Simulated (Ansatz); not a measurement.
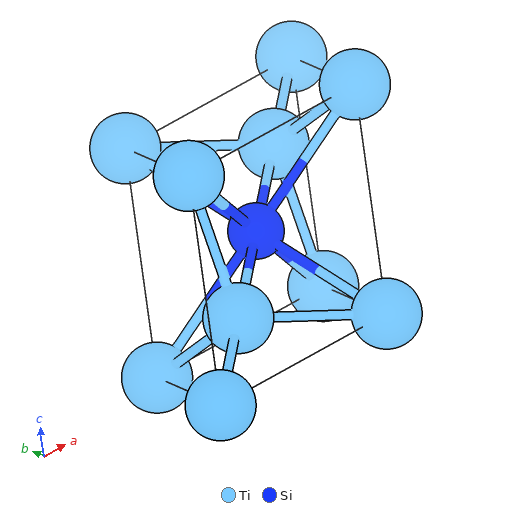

System: Ti₃Si, space group Fm-3m (No. 225). The picture shows the cell.

The given structure:
```yaml
crystal:
  lattice:
    - [0.00000, 3.10797, 3.10797]
    - [3.10797, 0.00000, 3.10797]
    - [3.10797, 3.10797, 0.00000]
  atoms:
    - { symbol: Ti, position: [0.75000, 0.75000, 0.75000] }
    - { symbol: Ti, position: [0.25000, 0.25000, 0.25000] }
    - { symbol: Ti, position: [0.00000, 0.00000, 0.00000] }
    - { symbol: Si, position: [0.50000, 0.50000, 0.50000] }
```

Method: homogeneous strain of a crystal along one Voigt pattern with engineering shear, fractional coordinates fixed, by plane-wave density functional theory with PAW datasets, free energies less that of the undisturbed cell; scalar-relativistic (Ansatz 0.2.0). Level: PBEsol, collinear spin.

| setting | value |
| --- | --- |
| wave cutoff | 420 eV |
| k mesh | 14×14×14 |
| occupations | Gaussian |
| smearing width | 0.15 eV |
| k shift | (0, 0, 0) (mesh steps) |
| start | relaxed |
| strain pattern | (0, 0, 1, 0, 0, 0) (xx yy zz yz xz xy with engineering shear) |

Predict the energy change and tensile stress summed over the strain pattern against strain. The strain takes the values −0.04, −0.03, −0.02, 0.00, 0.01, 0.02, 0.03, 0.04.

The energy rises on both sides of the starting structure, which is therefore a minimum along this path. The energy change is 12.94 meV/atom at strain −0.04 and 10.92 meV/atom at 0.04; the lowest computed point is at strain 0.00 (0.00 meV/atom), in a single well. The tensile stress summed over the strain pattern rises from −7.3 GPa at strain −0.04 to 5.5 GPa at 0.04, and changes sign near 0.00. The slope of stress against strain at the start, which at zero pressure is the clamped-ion constant C33, is 158 GPa. The second derivative of tensile stress is −1200 GPa.

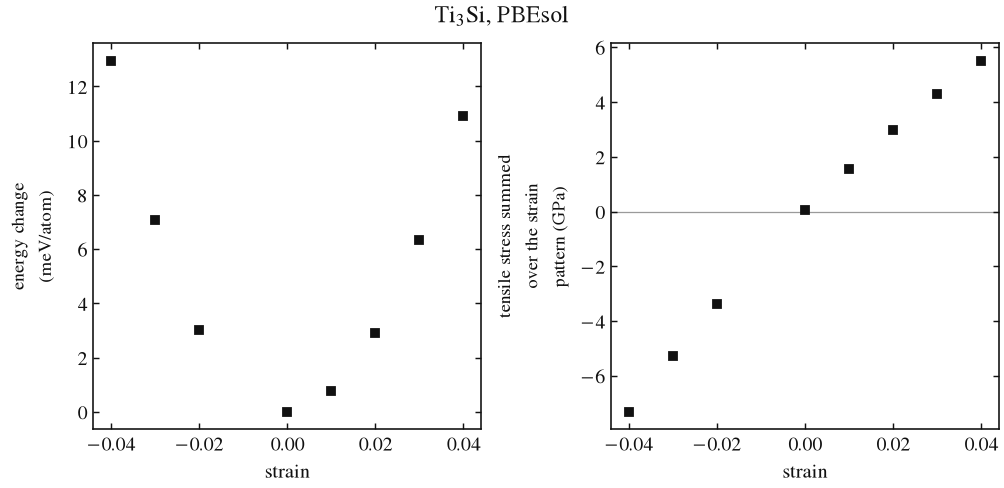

Caveats: state may not be the lowest.
